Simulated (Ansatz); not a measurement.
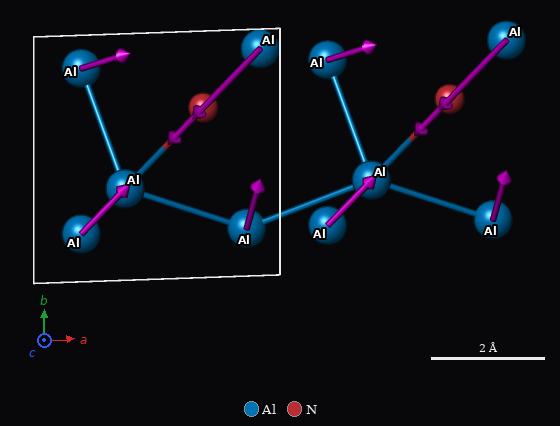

A relaxation of a crystal of Al5N (a generated structure, set up in R3m) (coarse preliminary run). The starting structure is drawn; purple arrows show the displacements (the part carried along by the change of the cell is left out), at their true length.

A ball-and-stick model of the cell of the calculation, repeated 2 × 1 × 1 with one cell outlined, seen along the c axis.

The calculation used Ansatz 0.2.0, DFT PBE, scalar-relativistic, plane waves, PAW.

The input:
```yaml
crystal:
  lattice:
    - [3.05650534, 1.76467418, 2.63192115]
    - [-3.05650534, 1.76467418, 2.63192115]
    - [0.0, -3.52934836, 2.63192115]
  atoms:
    - { symbol: Al, position: [0.19377166, 0.86538864, 0.19377166] }
    - { symbol: Al, position: [0.19377166, 0.19377166, 0.86538864] }
    - { symbol: Al, position: [0.86538864, 0.19377166, 0.19377166] }
    - { symbol: Al, position: [0.919755, 0.919755, 0.919755] }
    - { symbol: Al, position: [0.37144791, 0.37144791, 0.37144791] }
    - { symbol: "N", position: [0.6888417, 0.6888417, 0.6888417] }
basis:
  ecutwfc: 420
kpoints:
  mp_grid: { grid: [6, 6, 6] }
hamiltonian:
  xc: pbe
scf:
  occupations: { method: gaussian, width: 0.1 }
  lower_state_search: "off"
output:
  forces: true
  stress: true
  eigenvalues: true
relax:
  adjacent_minimum: "off"
  f_tol: 0.04
  max_steps: 70
  cell: { stress_tol: 0.4 }
```

Command:
```bash
ansatz run input.yaml --threads 1 --pin off --max-ram 2560MiB --backend cpu --events-out ev --progress --plain --runs-dir out
```

**Atoms of which element are displaced furthest, and by how much?**

Aluminium: up to 2.18 Å, against 1.15 Å for nitrogen.

**What did the optimiser do to the structure, and how much energy did it gain?**

The atom that moves furthest relative to the cell is Al4 (2.18 Å along [−1 −1 −1]). Largest moves by element: Al 2.18 Å, N 1.15 Å. The drawn cell changes as follows: a = b = c 4.403 → 5.294 Å (+20.2 %), α 87.9° → 61.9°, β 87.9° → 61.9°, γ 87.9° → 61.9°; the volume changes by +28.4 %. Among the contacts that change: Al1–Al4 1.741 → 5.706 Å, Al1–N6 3.194 → 1.944 Å, Al5–N6 2.506 → 3.190 Å, Al1–Al2 2.007 → 2.679 Å. New bonds form: Al1–N6 (3.19 → 1.94 Å), Al2–N6 (3.19 → 1.94 Å), Al3–N6 (3.19 → 1.94 Å). Bonds break: Al1–Al4 (1.74 → 5.71 Å), Al2–Al4 (1.74 → 5.71 Å), Al3–Al4 (1.74 → 5.71 Å). Bond angles that change, for instance: Al1–Al5–Al2 117.7° → 63.6°, Al5–Al1–Al5 125.8° → 177.9°, Al1–Al5–Al2 84.9° → 118.1°. The space group stays R3m (No. 160). The energy falls by 3955 meV per atom in 24 accepted moves (28 points after the start). The largest force component goes from 38 to 0.0034 eV/Å. The pressure goes from 87.16 to 0.01 GPa. The line search rejected the trial step at point 19 of the run. The SCF was repeated 3 times at an unchanged geometry on a basis and grid sized afresh for the cell, which shifted the energy by 138 meV per atom at most. The run took 2.6 min on 1 thread of Intel(R) Xeon(R) Processor @ 2.70GHz (shared host), peak memory 0.39 GiB.
